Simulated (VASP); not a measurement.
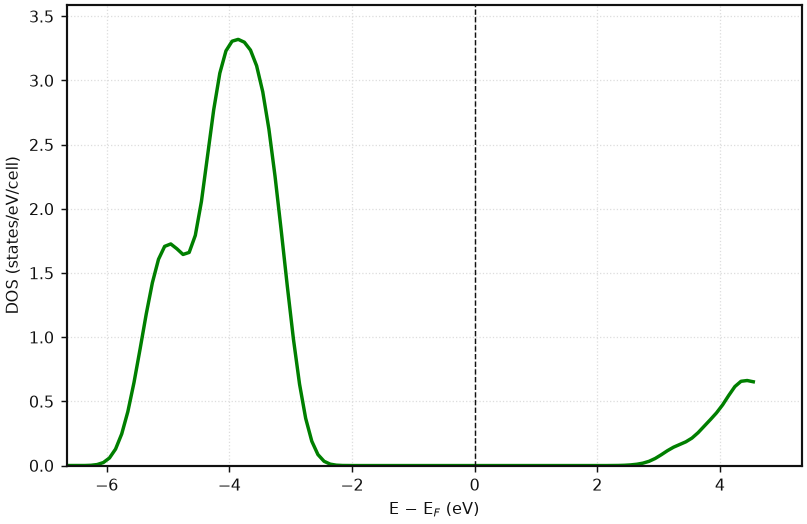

Density of states of antifluorite-type Li₂O, space group Fm-3m (No. 225), 3 atoms in the primitive cell (cubic a = 4.570 Å). VASP 6.6.1; r2SCAN, VASP PAW PBE potentials, release 64 (O, Li_sv), no spin polarisation, no spin-orbit coupling, 10×10×10 k mesh, 520 eV cutoff, Gaussian smearing of 0.02 eV. Energies are counted from the Fermi level, put mid-gap where there is a gap. The DOS curve is built from the levels of the k mesh with Gaussians 0.55 eV wide, which also blur the band edges; ripples of that width can come from the mesh.

There is a gap; over the k points computed it is 5.73 eV (indirect; the smallest direct gap on the k mesh is 6.37 eV). Within the window shown, the tallest peak of the filled states lies 1.0 eV under the valence-band top, at about 3.3 states per eV and cell.

The PAW data sets were made with another functional. LDA, GGA and most meta-GGA functionals understate gaps. The cell was built by a generator and needn't be a form met in nature. The cell was built from a pattern and not relaxed, so its bond lengths can be off.
